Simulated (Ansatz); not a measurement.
Cell and atoms:

```
Ta
1.0
     5.01620    0.00000    0.00000
    -2.50810    4.34415    0.00000
     0.00000    0.00000    8.40102
Ta
8
Direct
  0.00000 0.32353 0.00000
  0.32353 0.00000 0.00000
  0.67647 0.67647 0.00000
  0.00000 0.67647 0.50000
  0.67647 0.00000 0.50000
  0.32353 0.32353 0.50000
  0.66667 0.33333 0.75000
  0.33333 0.66667 0.25000
```

Q: Summarise the structure in words.

A: The element is tantalum. The lattice is primitive hexagonal and the space group P6_322 (No. 182). The cell holds eight atoms. Ta takes two kinds of site: 6g with eight Ta at 2.70 to 2.94 Å; 2c with six Ta at 2.70 Å. The bonds build a three-dimensional framework.

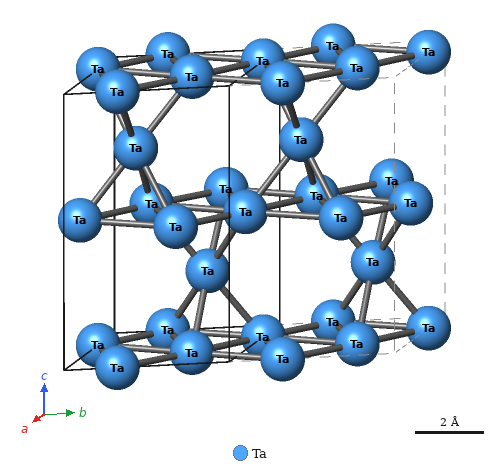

A ball-and-stick picture of a crystal structure, seen slightly off an axis. A block of 1×2×1 cells is shown, with one conventional unit cell in solid outline.

Its origin is a structure listed in the Materials Project. Earlier steps of the study, as a rule a relaxation of our own, may have changed the cell and positions, so they can lie some per cent off the listed ones. It went into a calculation with Ansatz.
